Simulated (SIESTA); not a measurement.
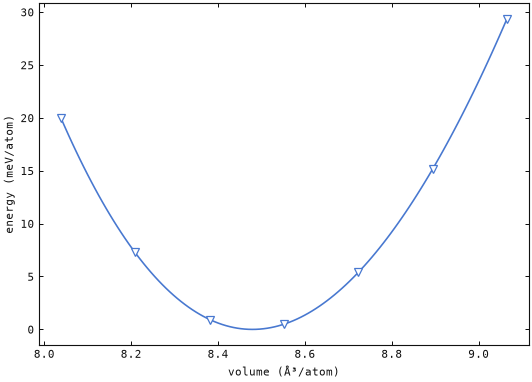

Method: DFT in numerical atomic orbitals with pseudopotentials, no spin polarisation; energies at scaled volumes of the given cell, shape and fractions fixed, counted from the fit's minimum, third-order Birch-Murnaghan fit (SIESTA 5.4.2). Level: PBEsol.

k mesh 10×10×8; occupations Fermi–Dirac; smearing width 0.05 eV; potentials PseudoDojo 0.4 standard, converted to PSML, two zetas on semicore shells; program settings basis DZP, mesh cutoff 800 Ry.

Cell as given: a = 3.029 Å, b = 3.029 Å, c = 3.228 Å, α = 90.00°, β = 90.00°, γ = 120.00°; 3 atoms.

Caption: Energy against volume for TiB₂, space group P6/mmm (No. 191).

A third-order Birch–Murnaghan fit gives V0 = 8.48 Å³/atom, B0 = 258 GPa and B′ = 3.6. The energy is 19.98 meV/atom at volume 8.0386 Å³/atom and 29.30 meV/atom at 9.0648 Å³/atom; the lowest computed point is at volume 8.5517 Å³/atom (0.48 meV/atom).

Caveats: mulliken charges of long orbitals; shape and atomic fractions are frozen while scaling, which makes layered, chain and framework solids too stiff.
